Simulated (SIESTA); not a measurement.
System: TiTe₂ (space group P-3m1).

Method: DFT in numerical atomic orbitals with pseudopotentials, no spin polarisation; energies at scaled volumes of the given cell, shape and fractions fixed, counted from the fit's minimum, third-order Birch-Murnaghan fit (SIESTA 5.4.2). All runs: no spin polarisation.

```tsv
setting	value
k mesh	8×8×4
occupations	Fermi–Dirac
smearing width	0.05 eV
potentials	PseudoDojo 0.4 standard, converted to PSML, two zetas on semicore shells
```

Describe the result: the pressure against volume, with one curve for each functional. The cases: PBEsol; LDA.

The fitted equilibrium volumes, smallest first, are LDA 25.564, PBEsol 26.266 Å³/atom. The fitted bulk moduli, smallest first, are PBEsol 71.8, LDA 76.3 GPa. For PBEsol, the pressure falls from 3.36 GPa at volume 25.15 Å³/atom to −4.60 GPa at 28.37 Å³/atom, and changes sign near 26.24 Å³/atom. For LDA, the pressure falls from 1.28 GPa at volume 25.15 Å³/atom to −6.29 GPa at 28.37 Å³/atom, and changes sign near 25.57 Å³/atom.

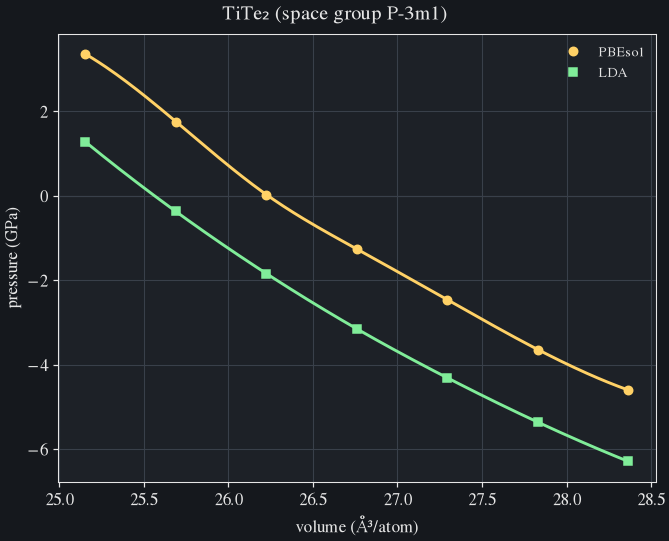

Note: mulliken charges of long orbitals; shape and atomic fractions are frozen while scaling, which makes layered, chain and framework solids too stiff.
